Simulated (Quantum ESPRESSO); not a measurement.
**A series of single points on Ho**

System: Ho (1 atom in the cell).
Method: Kohn-Sham DFT of a periodic cell, PBE, SSSP 1.3 efficiency PBE, spin-polarised (Quantum ESPRESSO 7.5).

The 7 runs differ only in the geometry, by an even scaling of the cell at fixed fractional positions. The structure derives from a Materials Project entry.

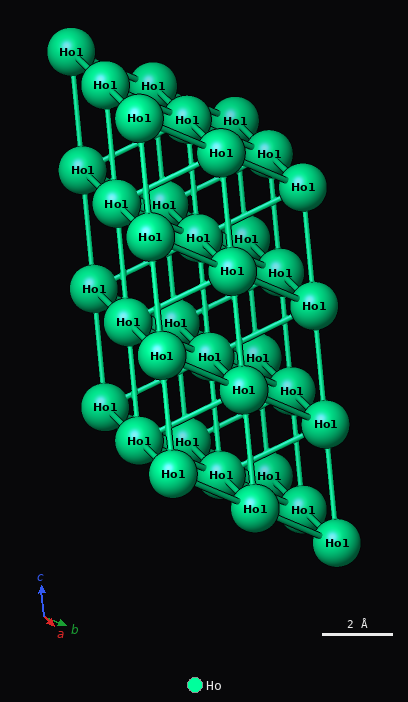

Figure 1. The structure of run 4 (ball-and-stick view of the cell of the calculation, repeated 2 × 2 × 3, seen slightly off an axis; atoms are numbered from 1 in the order of the input).

## Input of run 4
```
&CONTROL
  calculation = 'scf'
  prefix = 'pwscf'
  outdir = './tmp'
  pseudo_dir = './pseudo'
  tprnfor = .true.
  tstress = .true.
  disk_io = 'nowf'
/
&SYSTEM
  ibrav = 0
  nat = 1
  ntyp = 1
  ecutwfc = 55
  ecutrho = 440
  nbnd = 20
  occupations = 'smearing'
  smearing = 'fd'
  degauss = 0.00367493
  nspin = 2
  starting_magnetization(1) = 0.1905
/
&ELECTRONS
  conv_thr = 2d-10
  electron_maxstep = 120
  mixing_beta = 0.3
/
ATOMIC_SPECIES
Ho   164.9303 Ho.paw.z_21.atompaw.wentzcovitch.v1.2.upf
CELL_PARAMETERS angstrom
  -1.9905175072    1.9905175072    1.9905175072
   1.9905175072   -1.9905175072    1.9905175072
   1.9905175072    1.9905175072   -1.9905175072
ATOMIC_POSITIONS crystal
Ho     0.0000000000    0.0000000000    0.0000000000
K_POINTS automatic
9 9 9 0 0 0
```

Command:
```bash
OMP_NUM_THREADS=1 pw.x -in pw.in > pw.out
```

Lattice vectors (Å) and fractional positions of run 4:
```
  -1.990518    1.990518    1.990518
   1.990518   -1.990518    1.990518
   1.990518    1.990518   -1.990518
Ho  0.000000  0.000000  0.000000
```

Run 6 differs from it as follows:
```diff
-  -1.9905175072    1.9905175072    1.9905175072
-   1.9905175072   -1.9905175072    1.9905175072
-   1.9905175072    1.9905175072   -1.9905175072
+  -2.0167115309    2.0167115309    2.0167115309
+   2.0167115309   -2.0167115309    2.0167115309
+   2.0167115309    2.0167115309   -2.0167115309
```

## Results, with one run withheld

```csv
run,volume per atom (Å³),"free energy per atom, from the lowest run given (meV)",pressure (GPa)
1,29.654,10.72,1.78
2,30.285,4.70,1.01
3,30.916,1.21,0.49
4,31.547,0.00,−0.02
5,32.178,0.89,−0.51
6,32.809,?,?
7,33.440,8.22,−1.47
```

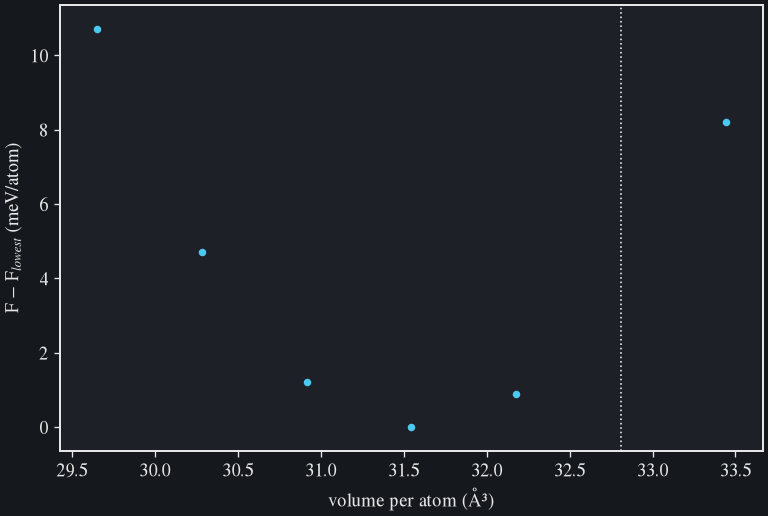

Figure 2. Free energy per atom of the runs given; the dotted line marks run 6.

Fit the runs given and predict run 6.

A cubic polynomial in V^(−2/3) (the Birch–Murnaghan form), fitted to the 6 runs given, misses them by under 0.01 meV per atom. With x = V^(−2/3) − 0.10070 Å⁻², it reads F = 0.22312 + 724.37 x + 5.8281e+05 x² − 1.1043e+06 x³ (meV per atom). At run 6 it gives 3.69 meV per atom, and the run itself gives 3.69. The slope of the fit gives a pressure −dF/dV of −0.94 GPa there, and the run prints −0.98 GPa. The fit has its minimum at 31.585 Å³ per atom, where V d²F/dV² gives 26.4 GPa: the bulk modulus at this level, since symmetry fixes the shape and the positions.

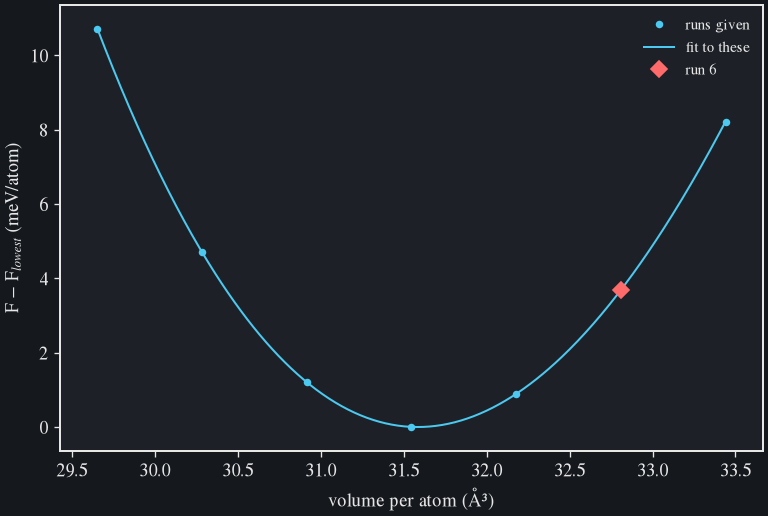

Figure 3. The fit and the withheld run.

## Some lines of the output (run 6)
```
[...]
     total energy              =    -829.56212494 Ry
     total energy              =    -829.56236859 Ry
     total energy              =    -829.56234261 Ry
     total energy              =    -829.56235619 Ry
     total energy              =    -829.56235359 Ry
     total energy              =    -829.56235704 Ry
     total energy              =    -829.56235711 Ry
     total energy              =    -829.56235712 Ry
     total energy              =    -829.56235713 Ry
     the Fermi energy is    12.3065 ev
!    total energy              =    -829.56235713 Ry
     The total energy is F=E-TS. E is the sum of the following terms:
     Computing stress (Cartesian axis) and pressure
          total   stress  (Ry/bohr**3)                   (kbar)     P=       -9.76
```
